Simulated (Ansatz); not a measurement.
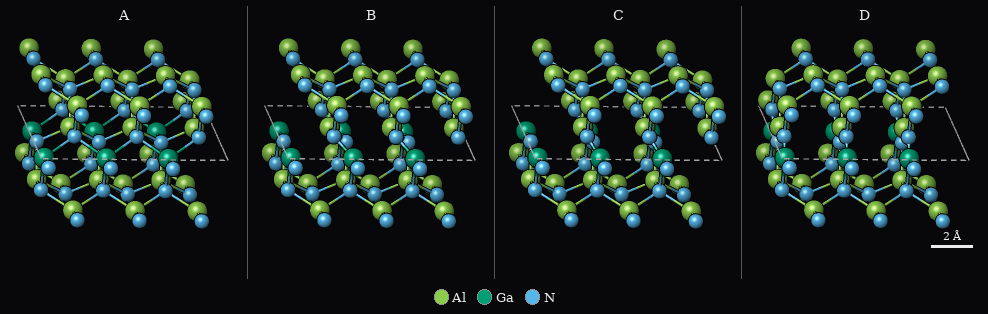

Frames of a one-coordinate scan of crystalline Al3GaN4 (Pm). Style: ball-and-stick. Shown: the layers on both sides of the dashed plane, from the side, nearly along that plane, with a slight tilt.

Level of theory: DFT r2SCAN, scalar-relativistic, plane waves, PAW (Ansatz). Settings: plane-wave cutoff 500 eV; k-point mesh 5 × 7 × 2; occupations gaussian; smearing width 0.05 eV; no spin polarisation. Energies (free energies at the smearing named) are counted from the relaxed crystal.

Question: What is being scanned?

Answer: The crystal above a cut along the (0 0 1) plane of the conventional cell (between a plane of Ga/N below and one of Al/N above, 0.91 Å apart) is slid rigidly by fractions of an in-plane lattice vector 3.12 Å long (a generalised stacking fault). In the frames the slip is 0.00 (A), 0.20 (B), 0.30 (C), 0.50 (D). One cut stands in each cell, which starts 10.8 Å high; nothing is relaxed, and the dashed outline marks the cut. Their energies are 0 mJ/m², 7258 mJ/m², 19747 mJ/m², 45011 mJ/m².
